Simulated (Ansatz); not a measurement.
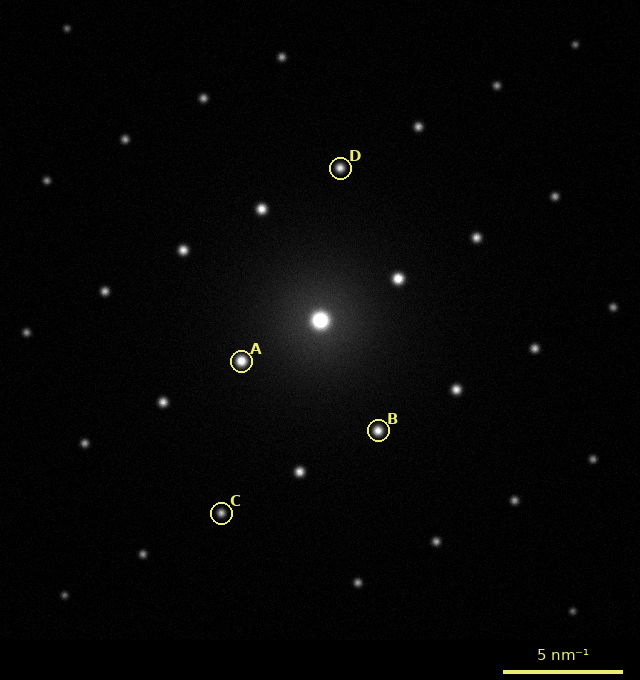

Simulated selected-area electron diffraction pattern (200 kV, kinematic approximation, thin crystal, B = 0.5 Å² for all atoms). The zone axis points towards the electron source and the pattern is seen from the source side.

Crystal: Pt, space group Pm-3m (No. 221), a = 2.68 Å. Structure: the geometry relaxed with DFT, BLYP, plane waves (420 eV) with PAW, scalar-relativistic (Ansatz); the starting structure was generated, so it need not be a known form of this composition.

Spot A is indexed 0 0 -1 and spot B -1 1 0.

**What are the indices of the remaining marked spots?**

C = 2A + B = -1 1 -2 (d = 1.093 Å). D = −A − B = 1 -1 1 (d = 1.546 Å).

**Find the zone axis.**

The cross product of A and B is parallel to [110]; every spot obeys hu + kv + lw = 0.
